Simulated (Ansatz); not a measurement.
## Run report: C32O, nudged elastic band (part 1 of 3)

C32O (defect cell, 33 atoms in the cell), computed with DFT PBE+D3(BJ), scalar-relativistic, plane waves, PAW, no spin polarisation (Ansatz 0.2.0).

The structure derives from a Materials Project entry. It belongs to a series of runs on one base structure; here: climbing-image band for the jump of O by 0.86 A.

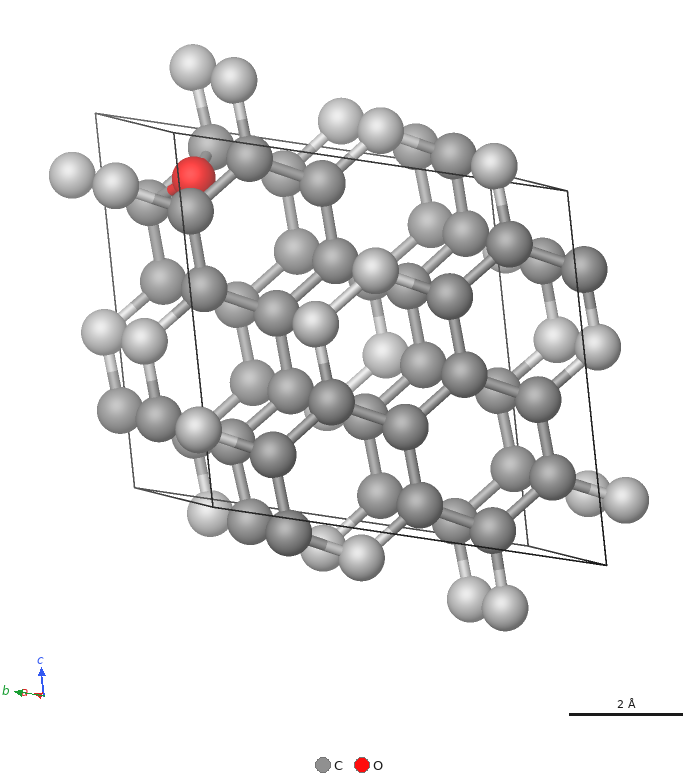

The input geometry (ball-and-stick view of the cell of the calculation, seen at an oblique angle; neighbours outside the cell are drawn fainter). An atom can appear more than once, as a periodic image. Near neighbours in the periodic cell (some may lie outside the picture): C has 3 C at 1.40 to 1.46 Å; C has 3 C at 1.46 to 1.50 Å and 1 O at 1.46 Å; O has 2 C at 1.46 Å.

The input
```yaml
crystal:
  lattice:
    - [0.0, 0.0, 7.134852261]
    - [1.232369048, 6.4035774147, 3.5674261305]
    - [-6.1618452403, 2.1345258048, 3.5674261305]
  atoms:
    - { symbol: C, position: [-0.0035583121, 0.3328251479, 0.6664540339] }
    - { symbol: C, position: [0.5095935345, 0.3356674817, 0.6673948899] }
    - { symbol: C, position: [0.2371635781, 0.5837100867, 0.917057783] }
    - { symbol: C, position: [0.7632632134, 0.5762276803, 0.9167878312] }
    - { symbol: C, position: [0.8765085738, 0.2064688461, 0.0405030087] }
    - { symbol: C, position: [0.3788588535, 0.2097262093, 0.0409564813] }
    - { symbol: C, position: [0.1206118411, 0.4581863026, 0.291812173] }
    - { symbol: C, position: [0.6370214648, 0.457009807, 0.2929929687] }
    - { symbol: C, position: [0.8795360944, 0.7090420865, 0.5402736617] }
    - { symbol: C, position: [0.3734758483, 0.7094990035, 0.5435280571] }
    - { symbol: C, position: [0.0999044077, 0.9582686658, 0.7917326701] }
    - { symbol: C, position: [0.6100944258, 0.9627035106, 0.7872945977] }
    - { symbol: C, position: [-0.0120669957, 0.8329388118, 0.1662895448] }
    - { symbol: C, position: [0.5062817132, 0.8332123623, 0.1737650433] }
    - { symbol: C, position: [0.2457211242, 0.0835438455, 0.4171767478] }
    - { symbol: C, position: [0.7626590122, 0.0826010835, 0.4143304195] }
    - { symbol: C, position: [0.1206146255, 0.2918036639, 0.458193672] }
    - { symbol: C, position: [0.6370467841, 0.2929853052, 0.4570172338] }
    - { symbol: C, position: [0.3734914262, 0.5435211374, 0.7095050531] }
    - { symbol: C, position: [0.8795210377, 0.5402666965, 0.7090484628] }
    - { symbol: C, position: [0.9879151366, 0.1662855443, 0.8329475577] }
    - { symbol: C, position: [0.5063343402, 0.1737605932, 0.8332203064] }
    - { symbol: C, position: [0.2457270846, 0.417173108, 0.0835532166] }
    - { symbol: C, position: [0.7626211427, 0.4143217241, 0.0826135038] }
    - { symbol: C, position: [-0.0035494554, 0.6664423515, 0.332830256] }
    - { symbol: C, position: [0.5095536605, 0.6673889311, 0.3356757075] }
    - { symbol: C, position: [0.2371472395, 0.9170529464, 0.583712708] }
    - { symbol: C, position: [0.7633165573, 0.9167776641, 0.5762356383] }
    - { symbol: C, position: [0.0999183011, 0.7917313342, 0.9582673299] }
    - { symbol: C, position: [0.6100439008, 0.7872818259, 0.9627131914] }
    - { symbol: C, position: [0.3788428378, 0.0409527925, 0.2097282315] }
    - { symbol: C, position: [0.8765236394, 0.0404915816, 0.2064779674] }
    - { symbol: O, position: [0.435136228, -0.1249738144, -0.1250411084] }
basis:
  ecutwfc: 420
  xc_grid: 2
kpoints:
  mp_grid: { grid: [4, 4, 4], shift: [0.0, 0.0, 0.0] }
hamiltonian:
  xc: pbe
  dispersion: d3bj
scf:
  occupations: { method: gaussian, width: 0.1 }
output:
  forces: true
neb:
  images: 5
  f_tol: 0.05
  max_iterations: 70
  order_check: false
  final_atoms:
    - { symbol: C, position: [-0.0126559061, 0.3356674817, 0.6673948899] }
    - { symbol: C, position: [0.5042791304, 0.3328251479, 0.6664540339] }
    - { symbol: C, position: [0.2437212752, 0.5762276803, 0.9167878312] }
    - { symbol: C, position: [0.7620685522, 0.5837100867, 0.917057783] }
    - { symbol: C, position: [0.870458456, 0.2097262093, 0.0409564813] }
    - { symbol: C, position: [0.3765195714, 0.2064688461, 0.0405030087] }
    - { symbol: C, position: [0.1129757595, 0.457009807, 0.2929929687] }
    - { symbol: C, position: [0.6293896834, 0.4581863026, 0.291812173] }
    - { symbol: C, position: [0.8734970911, 0.7094990035, 0.5435280571] }
    - { symbol: C, position: [0.3711481574, 0.7090420865, 0.5402736617] }
    - { symbol: C, position: [0.1399074659, 0.9627035106, 0.7872945977] }
    - { symbol: C, position: [0.6500942564, 0.9582686658, 0.7917326701] }
    - { symbol: C, position: [-0.0132591187, 0.8332123623, 0.1737650433] }
    - { symbol: C, position: [0.5128386391, 0.8329388118, 0.1662895448] }
    - { symbol: C, position: [0.2404094848, 0.0826010835, 0.4143304195] }
    - { symbol: C, position: [0.7535582826, 0.0835438455, 0.4171767478] }
    - { symbol: C, position: [0.1129506768, 0.2929853052, 0.4570172338] }
    - { symbol: C, position: [0.6293880385, 0.2918036639, 0.458193672] }
    - { symbol: C, position: [0.371163803, 0.5402666965, 0.7090484628] }
    - { symbol: C, position: [0.8734823833, 0.5435211374, 0.7095050531] }
    - { symbol: C, position: [0.9866847602, 0.1737605932, 0.8332203064] }
    - { symbol: C, position: [0.5128517615, 0.1662855443, 0.8329475577] }
    - { symbol: C, position: [0.2404436294, 0.4143217241, 0.0826135038] }
    - { symbol: C, position: [0.7535465909, 0.417173108, 0.0835532166] }
    - { symbol: C, position: [-0.0126182991, 0.6673889311, 0.3356757075] }
    - { symbol: C, position: [0.504276848, 0.6664423515, 0.332830256] }
    - { symbol: C, position: [0.2436701403, 0.9167776641, 0.5762356383] }
    - { symbol: C, position: [0.7620871061, 0.9170529464, 0.583712708] }
    - { symbol: C, position: [0.1399610819, 0.7872818259, 0.9627131914] }
    - { symbol: C, position: [0.6500830348, 0.7917313342, 0.9582673299] }
    - { symbol: C, position: [0.3765068116, 0.0404915816, 0.2064779674] }
    - { symbol: C, position: [0.8704761383, 0.0409527925, 0.2097282315] }
    - { symbol: O, position: [0.3148786948, -0.1249738144, -0.1250411084] }
```

Machine: 4 threads of Intel Xeon @ 2.50GHz (Skylake/Cascade Lake), 189 GiB of memory available, shared host.

Command:
```bash
ansatz run input.yaml --threads 4 --pin off --max-ram 10240MiB --backend cpu --events-out ev --progress --plain --runs-dir out
```

The program's output
```
Warning: neb: disabling space-group detection — the band's intermediate images generally break the endpoint symmetry, so no spatial operation reduces the k-mesh or symmetrises the density, except that a semilocal band can use its path's symmetry ahead of convergence; time reversal is kept, so that k and −k are solved as one point where they differ and the mesh holds both, and exact exchange and, on two spinor components, a DFT+U term hold to it where the run has them: on two components no moment then forms, and a state that bears one, which a typed moment (crystal.atoms[].spin; refused beside efield: under a hybrid functional) reaches, can lie lower, under hf by electronvolts; crystal.symmetry.detect: false (a key that needs symmetry detection or time reversal refuses this as the deck is read) with time_reversal: false beside it drops time reversal too
Engine: ansatz 0.2.0, x86_64-unknown-linux-gnu
Pseudopotentials: kind: paw
Pseudopotential: C, paw, valence charge 4, recommended cutoff 420 eV (normal), C.paw.azcp
Pseudopotential: O, paw, valence charge 6, recommended cutoff 420 eV (normal), O.paw.azcp
Functional definition: PBE
  parameter kappa = 0.804
  parameter beta = 0.06672455060314922
  exchange = pbe_x(kappa = kappa, mu = beta*pi^2/3)
  correlation = pbe_c(beta = beta)
parallel-image band execution: 4 concurrent image workers
NEB image 0
Crystal: 33 atoms, lattice volume = 300.294 Å³
Basis set: ecut = 420 eV, 5865 PW (Γ), exchange–correlation on 96×100×100 points (8 copies of the dense FFT grid, shifted against one another)
Bands: 100, of which v1, the nominal top of the filled ones, is band 67 counted from 1 (66 counted from 0)
Symmetry: 1 space group operations
k-points: 36 of 64 (time reversal used)
Non-local potential: C, projectors of the file, l = 0: 2, l = 1: 2, l = 2: 1
Non-local potential: O, projectors of the file, l = 0: 2, l = 1: 2, l = 2: 1
PAW form: soft (Blöchl's): semilocal exchange-correlation on the pseudo side does not see the compensation charge
PAW one-centre angular grid: C, 110 points (default); XC on 64 Gauss nodes
PAW one-centre angular grid: O, 110 points (default); XC on 64 Gauss nodes
Initial density: superposition of atomic densities (neutral atoms: chi_scale 0, normalization atom), corrected by the library's trained network
Initial wavefunctions: pseudopotential atomic-orbital guess
Functional: x = pbe(κ = 0.804, μ = 0.2195149727645171), c = pbe(β = 0.06672455060314922)
SCF iter   1: F=—  HF=-8598.120450 eV  |F-HF|=—  |Δ(HF+E_count)|=         —  Δρ=7.51e-3  dr2=1.99e-1  ethr=1.77e-3  ⟨swp⟩=9.6  Hψ=19628  notcnv=0  defer=563
preconditioner: auto → LDOS  [metal: Δε(μ)=0.071 eV  Ē_g=15.627 eV  σ=0.100 eV  W_gap=0.38  n_scr=70 (ndim 8)  ℏωp=24.8 eV  f_vac=0.053  D(μ)=1.72/eV (n_scr^D=4)  β→1.0]
SCF iter   2: F=—  HF=-8598.094927 eV  |F-HF|=—  |Δ(HF+E_count)|=   2.55e-2  Δρ=4.15e-3  dr2=7.26e-2  ethr=1.49e-4  ⟨swp⟩=2.0  Hψ=6816  notcnv=0  defer=924
SCF iter   3: F=—  HF=-8598.077966 eV  |F-HF|=—  |Δ(HF+E_count)|=   1.70e-2  Δρ=1.15e-3  dr2=8.47e-3  ethr=5.42e-5  ⟨swp⟩=2.0  Hψ=5241  notcnv=0  defer=924
SCF iter   4: F=—  HF=-8598.075917 eV  |F-HF|=—  |Δ(HF+E_count)|=   2.05e-3  Δρ=2.69e-4  dr2=2.56e-4  ethr=6.32e-6  ⟨swp⟩=2.0  Hψ=4666  notcnv=0  defer=898
SCF iter   5: F=—  HF=-8598.075886 eV  |F-HF|=—  |Δ(HF+E_count)|=   3.05e-5  Δρ=6.89e-5  dr2=1.20e-5  ethr=1.91e-7  ⟨swp⟩=2.0  Hψ=4721  notcnv=0  defer=898
SCF iter   6: F=—  HF=-8598.075708 eV  |F-HF|=—  |Δ(HF+E_count)|=   1.78e-4  Δρ=2.09e-5  dr2=9.62e-7  ethr=8.94e-9  ⟨swp⟩=2.0  Hψ=5896  notcnv=0  defer=818
SCF iter   7: F=—  HF=-8598.075709 eV  |F-HF|=—  |Δ(HF+E_count)|=   5.07e-7  Δρ=6.92e-6  dr2=1.16e-7  ethr=7.46e-11  ⟨swp⟩=5.0  Hψ=12355  notcnv=0
SCF iter   8: F=-8598.075709 eV  HF=-8598.075709 eV  |F-HF|=5.55e-9  |Δ(HF+E_count)|=   6.27e-8  Δρ=1.79e-6  dr2=6.41e-9  ethr=7.46e-11  ⟨swp⟩=4.0  Hψ=10361  notcnv=0
SCF 1 converged in 8 iterations: F = -8598.075709 eV  dr2 = 6.41e-9
  greatest PAW one-centre occupation: 0.882 electrons in one spin orbital (limit 2), on the O atom at site 32 (counted from 0), in its partial waves of l = 0
NSCF: frozen V_eff on 36 k-points
NEB image 6
SCF iter   1: F=—  HF=-8598.120412 eV  |F-HF|=—  |Δ(HF+E_count)|=         —  Δρ=7.51e-3  dr2=1.99e-1  ethr=1.77e-3  ⟨swp⟩=9.5  Hψ=19507  notcnv=0  defer=570
preconditioner: auto → LDOS  [metal: Δε(μ)=0.071 eV  Ē_g=15.626 eV  σ=0.100 eV  W_gap=0.38  n_scr=70 (ndim 8)  ℏωp=24.8 eV  f_vac=0.054  D(μ)=1.72/eV (n_scr^D=4)  β→1.0]
SCF iter   2: F=—  HF=-8598.094777 eV  |F-HF|=—  |Δ(HF+E_count)|=   2.56e-2  Δρ=4.13e-3  dr2=7.23e-2  ethr=1.49e-4  ⟨swp⟩=2.0  Hψ=6816  notcnv=0  defer=924
SCF iter   3: F=—  HF=-8598.077991 eV  |F-HF|=—  |Δ(HF+E_count)|=   1.68e-2  Δρ=1.16e-3  dr2=8.57e-3  ethr=5.40e-5  ⟨swp⟩=2.0  Hψ=5250  notcnv=0  defer=924
SCF iter   4: F=—  HF=-8598.075925 eV  |F-HF|=—  |Δ(HF+E_count)|=   2.07e-3  Δρ=2.68e-4  dr2=2.54e-4  ethr=6.40e-6  ⟨swp⟩=2.0  Hψ=4664  notcnv=0  defer=898
SCF iter   5: F=—  HF=-8598.075902 eV  |F-HF|=—  |Δ(HF+E_count)|=   2.26e-5  Δρ=6.96e-5  dr2=1.21e-5  ethr=1.90e-7  ⟨swp⟩=2.0  Hψ=4721  notcnv=0  defer=898
SCF iter   6: F=—  HF=-8598.075708 eV  |F-HF|=—  |Δ(HF+E_count)|=   1.94e-4  Δρ=2.10e-5  dr2=9.63e-7  ethr=9.01e-9  ⟨swp⟩=2.0  Hψ=5895  notcnv=0  defer=814
SCF iter   7: F=—  HF=-8598.075709 eV  |F-HF|=—  |Δ(HF+E_count)|=   5.11e-7  Δρ=6.93e-6  dr2=1.17e-7  ethr=7.46e-11  ⟨swp⟩=5.0  Hψ=12346  notcnv=0
SCF iter   8: F=-8598.075709 eV  HF=-8598.075709 eV  |F-HF|=5.38e-9  |Δ(HF+E_count)|=   6.05e-8  Δρ=1.77e-6  dr2=6.26e-9  ethr=7.46e-11  ⟨swp⟩=4.0  Hψ=10360  notcnv=0
SCF 2 converged in 8 iterations: F = -8598.075709 eV  dr2 = 6.26e-9
[... from here on the iterations of each SCF are left out, up to the last one ...]
NSCF: frozen V_eff on 36 k-points
NEB end point (image 0): max|allowed force component| = 8.798e-3 eV/Å (the criterion of neb.relax_end_points is 1.000e-2)
NEB end point (image 6): max|allowed force component| = 8.797e-3 eV/Å (the criterion of neb.relax_end_points is 1.000e-2)
NEB image 1
preconditioner: auto → Kerker (q_TF=auto, 2.385 Å⁻¹)  [metal: Δε(μ)=0.070 eV  Ē_g=15.493 eV  σ=0.100 eV  W_gap=0.37  n_scr=70 (ndim 8)  ℏωp=24.8 eV  f_vac=0.053  D(μ)=1.15/eV (n_scr^D=0)]
SCF 3 converged in 10 iterations: F = -8597.736281 eV  dr2 = 3.00e-8
NEB image 2
preconditioner: auto → Kerker (q_TF=auto, 2.385 Å⁻¹)  [metal: Δε(μ)=0.097 eV  Ē_g=15.402 eV  σ=0.100 eV  W_gap=0.43  n_scr=70 (ndim 8)  ℏωp=24.8 eV  f_vac=0.053  D(μ)=1.14/eV (n_scr^D=0)]
SCF 4 converged in 10 iterations: F = -8597.189420 eV  dr2 = 2.76e-8
NEB image 3
preconditioner: auto → Kerker (q_TF=auto, 2.385 Å⁻¹)  [metal: Δε(μ)=0.040 eV  Ē_g=15.372 eV  σ=0.100 eV  W_gap=0.22  n_scr=70 (ndim 8)  ℏωp=24.8 eV  f_vac=0.053  D(μ)=1.31/eV (n_scr^D=0)]
SCF 5 converged in 9 iterations: F = -8596.941388 eV  dr2 = 7.44e-8
NEB image 4
SCF 6 converged in 10 iterations: F = -8597.189420 eV  dr2 = 2.21e-8
NEB image 5
preconditioner: auto → Kerker (q_TF=auto, 2.385 Å⁻¹)  [metal: Δε(μ)=0.070 eV  Ē_g=15.494 eV  σ=0.100 eV  W_gap=0.37  n_scr=70 (ndim 8)  ℏωp=24.8 eV  f_vac=0.053  D(μ)=1.15/eV (n_scr^D=0)]
SCF 7 converged in 10 iterations: F = -8597.736281 eV  dr2 = 2.97e-8
NEB iter   1: max|band force component| = 8.103e-1 eV/Å  barrier→ = 1.1343 eV  barrier← = 1.1343 eV  Δτ_max = 0.0352 Å  (65 SCF iters)
NEB image 1
Initial density: handed on by an earlier stage of this run
Initial wavefunctions: those handed on with the density
preconditioner: auto → Resta (q_TF=auto, 2.385 Å⁻¹)  ε∞=3.6  [insulator: Δε(μ)=0.110 eV  Ē_g=15.482 eV  σ=0.100 eV  W_gap=0.55  n_scr=70 (ndim 8)  ℏωp=24.8 eV  f_vac=0.057  D(μ)=1.09/eV (n_scr^D=0)  ε∞_Penn≈3.6]
SCF 8 converged in 8 iterations: F = -8597.833583 eV  dr2 = 1.04e-8
NEB image 2
preconditioner: auto → Kerker (q_TF=auto, 2.385 Å⁻¹)  [metal: Δε(μ)=0.067 eV  Ē_g=15.384 eV  σ=0.100 eV  W_gap=0.35  n_scr=70 (ndim 8)  ℏωp=24.8 eV  f_vac=0.056  D(μ)=1.20/eV (n_scr^D=0)]
SCF 9 converged in 10 iterations: F = -8597.263465 eV  dr2 = 9.69e-9
NEB image 3
preconditioner: auto → Kerker (q_TF=auto, 2.385 Å⁻¹)  [metal: Δε(μ)=0.060 eV  Ē_g=15.343 eV  σ=0.100 eV  W_gap=0.33  n_scr=70 (ndim 8)  ℏωp=24.8 eV  f_vac=0.056  D(μ)=1.13/eV (n_scr^D=0)]
SCF 10 converged in 9 iterations: F = -8596.972603 eV  dr2 = 3.85e-8
NEB image 4
SCF 11 converged in 10 iterations: F = -8597.263465 eV  dr2 = 8.45e-9
NEB image 5
SCF 12 converged in 8 iterations: F = -8597.833583 eV  dr2 = 1.04e-8
NEB iter   2: max|band force component| = 5.427e-1 eV/Å  barrier→ = 1.1031 eV  barrier← = 1.1031 eV  Δτ_max = 0.0347 Å  (45 SCF iters)
NEB image 1
preconditioner: auto → Resta (q_TF=auto, 2.385 Å⁻¹)  ε∞=3.5  [insulator: Δε(μ)=0.127 eV  Ē_g=15.535 eV  σ=0.100 eV  W_gap=0.59  n_scr=70 (ndim 8)  ℏωp=24.8 eV  f_vac=0.057  D(μ)=1.13/eV (n_scr^D=0)  ε∞_Penn≈3.5]
SCF 13 converged in 8 iterations: F = -8597.939600 eV  dr2 = 9.19e-9
NEB image 2
preconditioner: auto → Kerker (q_TF=auto, 2.385 Å⁻¹)  [metal: Δε(μ)=0.082 eV  Ē_g=15.397 eV  σ=0.100 eV  W_gap=0.41  n_scr=70 (ndim 8)  ℏωp=24.8 eV  f_vac=0.057  D(μ)=1.18/eV (n_scr^D=0)]
SCF 14 converged in 8 iterations: F = -8597.320965 eV  dr2 = 5.61e-8
NEB image 3
preconditioner: auto → Kerker (q_TF=auto, 2.385 Å⁻¹)  [metal: Δε(μ)=0.059 eV  Ē_g=15.344 eV  σ=0.100 eV  W_gap=0.32  n_scr=70 (ndim 8)  ℏωp=24.8 eV  f_vac=0.056  D(μ)=1.13/eV (n_scr^D=0)]
SCF 15 converged in 7 iterations: F = -8596.975856 eV  dr2 = 4.07e-8
NEB image 4
preconditioner: auto → Kerker (q_TF=auto, 2.385 Å⁻¹)  [metal: Δε(μ)=0.082 eV  Ē_g=15.397 eV  σ=0.100 eV  W_gap=0.41  n_scr=70 (ndim 8)  ℏωp=24.8 eV  f_vac=0.056  D(μ)=1.18/eV (n_scr^D=0)]
SCF 16 converged in 8 iterations: F = -8597.320965 eV  dr2 = 5.61e-8
NEB image 5
SCF 17 converged in 8 iterations: F = -8597.939600 eV  dr2 = 9.14e-9
```
